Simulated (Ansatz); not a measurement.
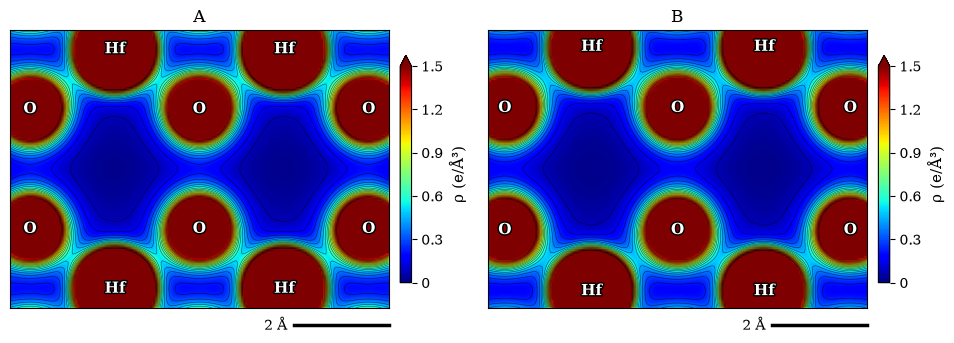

HfO$_{2}$. The valence electron density of two cells that differ in size, on the (101̄) plane of each (indices in the axes of the calculation cell), at one length scale and on one colour scale; one has 10.9 and the other 11.6 Å³ an atom.

The calculation used Kohn-Sham DFT of a periodic cell, r2SCAN, Ansatz PAW (Ansatz 0.2.0).

The density is the valence pseudo-density of a PAW calculation; it isn't the true density close to the nuclei.

The larger cell:

```
CELL_PARAMETERS angstrom
0.00000 2.59116 2.59116
2.59116 0.00000 2.59116
2.59116 2.59116 0.00000
ATOMIC_POSITIONS crystal
Hf 0.00000 0.00000 0.00000
O 0.75000 0.75000 0.75000
O 0.25000 0.25000 0.25000
```

The smaller cell: a = 3.593 Å, b = 3.593 Å, c = 3.593 Å, α = 60.00°, β = 60.00°, γ = 60.00°.

Which panel shows the smaller cell, and what does the compression change?

Panel A is the smaller cell, by 6 % in volume. From the larger cell to the smaller, Hf–O goes from 2.24 to 2.20 Å, and the density at its midpoint from 0.5 to 0.56 e/Å³; the pressure goes from −17 to −3.5 GPa; the Kohn–Sham gap goes from 4.2 eV to 4.4 eV.
